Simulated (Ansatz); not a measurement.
BP: geometry relaxation (part 1 of 3)

BP (slab, 14 atoms in the cell), computed with DFT PBEsol, scalar-relativistic, plane waves, PAW, no spin polarisation (Ansatz 0.2.0).

The structure derives from an entry of the Crystallography Open Database. It belongs to a series of runs on one base structure; here: (1 1 0) slab, atoms relaxed.

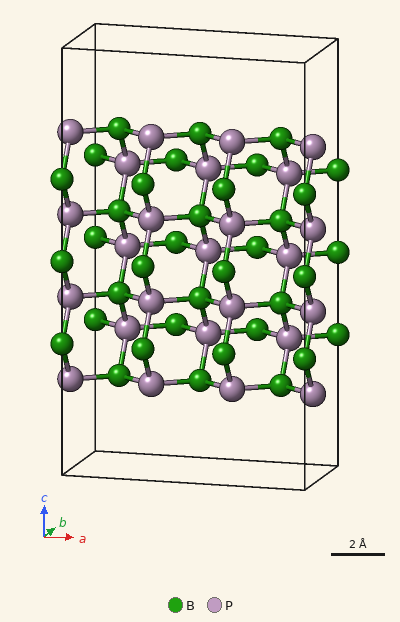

Figure 1. The structure as given in the input (ball-and-stick view of the 3 × 1 repeat of the cell, with the vacuum cut short, seen slightly off an axis).

## The input
```yaml
crystal:
  lattice:
    - [3.1962448227, 0.0, 0.0]
    - [0.0, 4.5201727769, 0.0]
    - [0.0, 0.0, 24.588734468]
  atoms:
    - { symbol: B, position: [0.5, 0.5, 0.3050177312] }
    - { symbol: P, position: [0.0, 0.25, 0.3050177312] }
    - { symbol: B, position: [0.0, 0.0, 0.3700118208] }
    - { symbol: P, position: [0.5, 0.75, 0.3700118208] }
    - { symbol: B, position: [0.5, 0.5, 0.4350059104] }
    - { symbol: P, position: [0.0, 0.25, 0.4350059104] }
    - { symbol: B, position: [0.0, 0.0, 0.5] }
    - { symbol: P, position: [0.5, 0.75, 0.5] }
    - { symbol: B, position: [0.5, 0.5, 0.5649940896] }
    - { symbol: P, position: [0.0, 0.25, 0.5649940896] }
    - { symbol: B, position: [0.0, 0.0, 0.6299881792] }
    - { symbol: P, position: [0.5, 0.75, 0.6299881792] }
    - { symbol: B, position: [0.5, 0.5, 0.6949822688] }
    - { symbol: P, position: [0.0, 0.25, 0.6949822688] }
basis:
  ecutwfc: 420
kpoints:
  mp_grid: { grid: [8, 6, 1] }
hamiltonian:
  xc: pbesol
scf:
  occupations: { method: gaussian, width: 0.05 }
output:
  forces: true
  eigenvalues: true
  write_density: true
  write_potential: true
  elf: true
  volumetric_format: npy
relax:
  adjacent_minimum: "off"
  f_tol: 0.02
  max_steps: 60
efield:
  axis: 3
  dipole_correction: true
  ramp_width: 0.04
```

Run on 1 thread of Arm Neoverse V1, 112 GiB of memory available, shared host.

Command:
```bash
ansatz run input.yaml --threads 1 --pin off --max-ram 2560MiB --backend cpu --events-out ev --progress --plain --runs-dir out
```

## Output
```
Engine: ansatz 0.2.0, aarch64-unknown-linux-gnu
Pseudopotentials: kind: paw
Pseudopotential: B, paw, valence charge 3, recommended cutoff 420 eV (normal), B.paw.azcp
Pseudopotential: P, paw, valence charge 5, recommended cutoff 420 eV (normal), P.paw.azcp
Functional definition: PBEsol
  exchange = pbesol_x
  correlation = pbesol_c
Crystal: 14 atoms, lattice volume = 355.248 Å³
Basis set: ecut = 420 eV, 6931 PW (Γ), exchange–correlation on 48×64×360 points (8 copies of the dense FFT grid, shifted against one another)
Bands: 42, of which v1, the nominal top of the filled ones, is band 28 counted from 1 (27 counted from 0)
Symmetry: 2 space group operations
k-points: 20 of 48 (time reversal used)
Non-local potential: B, projectors of the file, l = 0: 2, l = 1: 2, l = 2: 1
Non-local potential: P, projectors of the file, l = 0: 2, l = 1: 2, l = 2: 2
PAW form: soft (Blöchl's): semilocal exchange-correlation on the pseudo side does not see the compensation charge
PAW frozen core: B, regenerated for the run's functional, and the local potential with it (the file was generated under x = pbe(κ = 0.804, μ = 0.2195149727645171), c = pbe(β = 0.06672455060314922))
PAW frozen core: P, regenerated for the run's functional, and the local potential with it (the file was generated under x = pbe(κ = 0.804, μ = 0.2195149727645171), c = pbe(β = 0.06672455060314922))
PAW one-centre angular grid: B, 110 points (default); XC on 64 Gauss nodes
PAW one-centre angular grid: P, 110 points (default); XC on 64 Gauss nodes
Initial density: superposition of atomic densities (neutral atoms: chi_scale 0, normalization atom), corrected by the library's trained network
Initial wavefunctions: pseudopotential atomic-orbital guess
Functional: x = pbesol(κ = 0.804, μ = 0.12345679012345678), c = pbesol(β = 0.046)
SCF iter   1: F=—  HF=-6249.809933 eV  |F-HF|=—  |Δ(HF+E_count)|=         —  Δρ=8.16e-3  dr2=9.89e-1  ethr=1.77e-3  p=0.000 e·Å  D=5.62e-14 V/Å  ΔV_dip=-0.00 eV  dr2_dipole=3.39e-7  V_vac-E_F(+/−)=5.29/5.29 eV  ⟨swp⟩=9.1  Hψ=5288  notcnv=0  defer=52
efield: sawtooth ramp at fractional position 0.9800 (placed from the atoms, in the widest stretch of the axis that holds none; the zero of the levels goes with the place), width 0.0400; the density the first Hamiltonian is built on has a dipole p = 0.000 e·Å; the dipole correction subtracts the counter field D = 5.62e-14 V/Å, which shifts the + side's vacuum level by -0.00 eV against the − side's; the planar-averaged density in the ramp window peaks in size at 1.7e-5 e/Å³
preconditioner: auto → Resta (q_TF=auto, 2.005 Å⁻¹)  ε∞=3.1  [insulator: Δε(μ)=0.218 eV  Ē_g=10.076 eV  σ=0.050 eV  W_gap=1.00  n_scr=42 (ndim 8)  ℏωp=14.7 eV  f_vac=0.461  D(μ)=0.01/eV (n_scr^D=0)  ε∞_Penn≈3.1  vacuum switching on, ρ_ref=7.4e-3 e/Å³]
SCF iter   2: F=—  HF=-6249.702290 eV  |F-HF|=—  |Δ(HF+E_count)|=   1.08e-1  Δρ=4.33e-3  dr2=3.62e-1  ethr=1.77e-3  p=-0.000 e·Å  D=-9.29e-5 V/Å  ΔV_dip=0.00 eV  dr2_dipole=1.09e-5  V_vac-E_F(+/−)=5.05/5.04 eV  ⟨swp⟩=2.8  Hψ=1238  notcnv=0  defer=154
preconditioner: auto → LDOS  [metal: Δε(μ)=0.031 eV  Ē_g=10.040 eV  σ=0.050 eV  W_gap=0.32  n_scr=42 (ndim 8)  ℏωp=14.7 eV  f_vac=0.460  D(μ)=1.25/eV (n_scr^D=6)  β→1.0]
SCF iter   3: F=—  HF=-6249.666633 eV  |F-HF|=—  |Δ(HF+E_count)|=   3.57e-2  Δρ=1.38e-3  dr2=1.50e-2  ethr=6.47e-4  p=-0.000 e·Å  D=-3.07e-5 V/Å  ΔV_dip=0.00 eV  dr2_dipole=3.97e-7  V_vac-E_F(+/−)=5.23/5.23 eV  ⟨swp⟩=2.6  Hψ=1005  notcnv=0  defer=158
SCF iter   4: F=—  HF=-6249.666949 eV  |F-HF|=—  |Δ(HF+E_count)|=   3.15e-4  Δρ=4.11e-4  dr2=1.07e-3  ethr=2.68e-5  p=-0.000 e·Å  D=-2.48e-5 V/Å  ΔV_dip=0.00 eV  dr2_dipole=2.17e-7  V_vac-E_F(+/−)=5.26/5.26 eV  ⟨swp⟩=2.5  Hψ=1419  notcnv=0  defer=157
SCF iter   5: F=—  HF=-6249.667011 eV  |F-HF|=—  |Δ(HF+E_count)|=   6.20e-5  Δρ=1.18e-4  dr2=9.45e-5  ethr=1.90e-6  p=-0.000 e·Å  D=-1.39e-5 V/Å  ΔV_dip=0.00 eV  dr2_dipole=8.18e-8  V_vac-E_F(+/−)=5.28/5.28 eV  ⟨swp⟩=2.0  Hψ=1192  notcnv=0  defer=157
SCF iter   6: F=—  HF=-6249.667022 eV  |F-HF|=—  |Δ(HF+E_count)|=   1.15e-5  Δρ=4.07e-5  dr2=1.73e-5  ethr=1.79e-8  p=-0.000 e·Å  D=-8.12e-6 V/Å  ΔV_dip=0.00 eV  dr2_dipole=2.82e-8  V_vac-E_F(+/−)=5.28/5.28 eV  ⟨swp⟩=26.2  Hψ=11513  notcnv=0
iter 7 did not close the SCF: its close was put off until two iterations running show no level that it waits for move by more than its bar (scf_convergence_deferred on its scf_iter line)
SCF iter   7: F=-6249.667023 eV  HF=-6249.667023 eV  |F-HF|=1.84e-7  |Δ(HF+E_count)|=   5.90e-7  Δρ=1.50e-5  dr2=1.38e-6  ethr=1.79e-8  p=-0.000 e·Å  D=-5.24e-6 V/Å  ΔV_dip=0.00 eV  dr2_dipole=1.19e-8  V_vac-E_F(+/−)=5.28/5.28 eV  ⟨swp⟩=16.9  Hψ=8163  notcnv=0
SCF iter   8: F=-6249.667024 eV  HF=-6249.667023 eV  |F-HF|=1.52e-7  |Δ(HF+E_count)|=   6.23e-7  Δρ=4.48e-6  dr2=9.01e-8  ethr=2.46e-9  p=-0.000 e·Å  D=-3.21e-6 V/Å  ΔV_dip=0.00 eV  dr2_dipole=4.49e-9  V_vac-E_F(+/−)=5.29/5.29 eV  ⟨swp⟩=11.8  Hψ=6785  notcnv=0
SCF 1 converged in 8 iterations: F = -6249.667024 eV  dr2 = 9.01e-8
  greatest PAW one-centre occupation: 0.779 electrons in one spin orbital (limit 2), on the P atom at site 1 (counted from 0), in its partial waves of l = 0
relax step   1: F+E_penalty+E_count = -6249.66702359 eV  Δ(F+E_penalty+E_count) = +0.000e0 eV  max|allowed force component| = 2.305e0 eV/Å  Δτ_max = 0.0000 Å  (8 SCF iters, dr2 threshold 1.00e-5 eV, accepted)
Initial density: handed on by an earlier stage of this run
Initial wavefunctions: those handed on with the density
iter 1 solved again at ethr=5.79e-4 eV; its pass at ethr=3.10e-3 eV (dr2=3.24e-1 eV) is discarded
SCF iter   1: F=—  HF=-6250.771955 eV  |F-HF|=—  |Δ(HF+E_count)|=         —  Δρ=9.47e-3  dr2=3.18e-1  ethr=5.79e-4  p=-0.000 e·Å  D=-3.21e-6 V/Å  ΔV_dip=0.00 eV  dr2_dipole=1.24e-9  V_vac-E_F(+/−)=5.26/5.26 eV  ⟨swp⟩=1.9  Hψ=3510  notcnv=0  defer=163
efield: sawtooth ramp at fractional position 0.9800 (handed on by an earlier solve), width 0.0400; the density the first Hamiltonian is built on has a dipole p = -0.000 e·Å; the dipole correction subtracts the counter field D = -3.21e-6 V/Å, which shifts the + side's vacuum level by +0.00 eV against the − side's; the planar-averaged density in the ramp window peaks in size at 2.8e-7 e/Å³
preconditioner: auto → Resta (q_TF=auto, 2.005 Å⁻¹)  ε∞=3.1  [insulator: Δε(μ)=0.216 eV  Ē_g=10.151 eV  σ=0.050 eV  W_gap=1.00  n_scr=42 (ndim 8)  ℏωp=14.7 eV  f_vac=0.464  D(μ)=0.01/eV (n_scr^D=0)  ε∞_Penn≈3.1  vacuum switching on, ρ_ref=7.5e-3 e/Å³]
SCF iter   2: F=—  HF=-6250.709145 eV  |F-HF|=—  |Δ(HF+E_count)|=   6.28e-2  Δρ=4.01e-3  dr2=4.90e-2  ethr=5.69e-4  p=0.000 e·Å  D=3.72e-6 V/Å  ΔV_dip=-0.00 eV  dr2_dipole=1.87e-9  V_vac-E_F(+/−)=5.22/5.22 eV  ⟨swp⟩=2.8  Hψ=1209  notcnv=0  defer=163
preconditioner: auto → LDOS  [insulator: Δε(μ)=0.062 eV  Ē_g=10.129 eV  σ=0.050 eV  W_gap=0.62  n_scr=42 (ndim 8)  ℏωp=14.7 eV  f_vac=0.464  D(μ)=0.64/eV (n_scr^D=4)  ε∞_Penn≈3.1  β→1.0]
SCF iter   3: F=—  HF=-6250.709507 eV  |F-HF|=—  |Δ(HF+E_count)|=   3.62e-4  Δρ=9.65e-4  dr2=1.20e-2  ethr=8.75e-5  p=0.000 e·Å  D=1.57e-6 V/Å  ΔV_dip=-0.00 eV  dr2_dipole=4.02e-10  V_vac-E_F(+/−)=5.31/5.31 eV  ⟨swp⟩=2.3  Hψ=1411  notcnv=0  defer=168
SCF iter   4: F=—  HF=-6250.708189 eV  |F-HF|=—  |Δ(HF+E_count)|=   1.32e-3  Δρ=4.08e-4  dr2=2.14e-3  ethr=2.15e-5  p=0.000 e·Å  D=5.15e-7 V/Å  ΔV_dip=-0.00 eV  dr2_dipole=1.78e-10  V_vac-E_F(+/−)=5.31/5.31 eV  ⟨swp⟩=2.2  Hψ=1256  notcnv=0  defer=168
SCF iter   5: F=—  HF=-6250.707946 eV  |F-HF|=—  |Δ(HF+E_count)|=   2.43e-4  Δρ=1.45e-4  dr2=2.21e-4  ethr=3.82e-6  p=0.000 e·Å  D=7.21e-7 V/Å  ΔV_dip=-0.00 eV  dr2_dipole=1.22e-10  V_vac-E_F(+/−)=5.31/5.31 eV  ⟨swp⟩=2.0  Hψ=1210  notcnv=0  defer=168
SCF iter   6: F=-6250.707938 eV  HF=-6250.707930 eV  |F-HF|=7.41e-6  |Δ(HF+E_count)|=   1.57e-5  Δρ=4.33e-5  dr2=9.57e-6  ethr=1.79e-7  p=0.000 e·Å  D=4.68e-7 V/Å  ΔV_dip=-0.00 eV  dr2_dipole=4.93e-11  V_vac-E_F(+/−)=5.31/5.31 eV  ⟨swp⟩=24.4  Hψ=10747  notcnv=0
SCF 2 converged in 6 iterations: F = -6250.707938 eV  dr2 = 9.57e-6
  greatest PAW one-centre occupation: 0.785 electrons in one spin orbital (limit 2), on the P atom at site 13 (counted from 0), in its partial waves of l = 0
relax step   2: F+E_penalty+E_count = -6250.70793758 eV  Δ(F+E_penalty+E_count) = -1.041e0 eV  max|allowed force component| = 1.463e0 eV/Å  Δτ_max = 0.1948 Å  (6 SCF iters, dr2 threshold 1.00e-4 eV, accepted)
iter 1 solved again at ethr=3.96e-4 eV; its pass at ethr=3.10e-3 eV (dr2=2.22e-1 eV) is discarded
SCF iter   1: F=—  HF=-6251.103775 eV  |F-HF|=—  |Δ(HF+E_count)|=         —  Δρ=9.34e-3  dr2=2.27e-1  ethr=3.96e-4  p=0.000 e·Å  D=4.68e-7 V/Å  ΔV_dip=-0.00 eV  dr2_dipole=9.28e-11  V_vac-E_F(+/−)=5.41/5.41 eV  ⟨swp⟩=2.1  Hψ=3827  notcnv=0  defer=158
efield: sawtooth ramp at fractional position 0.9800 (handed on by an earlier solve), width 0.0400; the density the first Hamiltonian is built on has a dipole p = 0.000 e·Å; the dipole correction subtracts the counter field D = 4.68e-7 V/Å, which shifts the + side's vacuum level by -0.00 eV against the − side's; the planar-averaged density in the ramp window peaks in size at 3.1e-7 e/Å³
preconditioner: auto → Resta (q_TF=auto, 2.005 Å⁻¹)  ε∞=3.1  [insulator: Δε(μ)=0.277 eV  Ē_g=10.145 eV  σ=0.050 eV  W_gap=1.00  n_scr=42 (ndim 8)  ℏωp=14.7 eV  f_vac=0.467  D(μ)=0.00/eV (n_scr^D=0)  ε∞_Penn≈3.1  vacuum switching on, ρ_ref=7.5e-3 e/Å³]
SCF iter   2: F=—  HF=-6251.089753 eV  |F-HF|=—  |Δ(HF+E_count)|=   1.40e-2  Δρ=4.52e-3  dr2=5.32e-2  ethr=3.96e-4  p=-0.000 e·Å  D=-6.23e-7 V/Å  ΔV_dip=0.00 eV  dr2_dipole=2.23e-10  V_vac-E_F(+/−)=5.35/5.35 eV  ⟨swp⟩=2.9  Hψ=1163  notcnv=0  defer=158
SCF iter   3: F=—  HF=-6251.096446 eV  |F-HF|=—  |Δ(HF+E_count)|=   6.69e-3  Δρ=1.71e-3  dr2=1.85e-2  ethr=9.50e-5  p=0.000 e·Å  D=2.68e-6 V/Å  ΔV_dip=-0.00 eV  dr2_dipole=8.50e-10  V_vac-E_F(+/−)=5.48/5.48 eV  ⟨swp⟩=2.5  Hψ=1308  notcnv=0  defer=160
SCF iter   4: F=—  HF=-6251.096947 eV  |F-HF|=—  |Δ(HF+E_count)|=   5.01e-4  Δρ=4.10e-4  dr2=1.26e-3  ethr=3.30e-5  p=-0.000 e·Å  D=-2.41e-6 V/Å  ΔV_dip=0.00 eV  dr2_dipole=3.48e-10  V_vac-E_F(+/−)=5.46/5.46 eV  ⟨swp⟩=1.8  Hψ=1029  notcnv=0  defer=160
SCF iter   5: F=—  HF=-6251.097182 eV  |F-HF|=—  |Δ(HF+E_count)|=   2.34e-4  Δρ=1.28e-4  dr2=1.07e-4  ethr=2.24e-6  p=0.000 e·Å  D=2.00e-6 V/Å  ΔV_dip=-0.00 eV  dr2_dipole=7.55e-10  V_vac-E_F(+/−)=5.48/5.48 eV  ⟨swp⟩=2.2  Hψ=1248  notcnv=0  defer=160
SCF iter   6: F=-6251.097215 eV  HF=-6251.097213 eV  |F-HF|=2.78e-6  |Δ(HF+E_count)|=   3.09e-5  Δρ=3.32e-5  dr2=8.56e-6  ethr=1.79e-7  p=-0.000 e·Å  D=-4.07e-6 V/Å  ΔV_dip=0.00 eV  dr2_dipole=1.76e-9  V_vac-E_F(+/−)=5.48/5.48 eV  ⟨swp⟩=23.1  Hψ=10412  notcnv=0
SCF 3 converged in 6 iterations: F = -6251.097215 eV  dr2 = 8.56e-6
  greatest PAW one-centre occupation: 0.793 electrons in one spin orbital (limit 2), on the P atom at site 1 (counted from 0), in its partial waves of l = 0
relax step   3: F+E_penalty+E_count = -6251.09721529 eV  Δ(F+E_penalty+E_count) = -3.893e-1 eV  max|allowed force component| = 3.503e-1 eV/Å  Δτ_max = 0.2000 Å  (6 SCF iters, dr2 threshold 1.00e-4 eV, accepted)
```
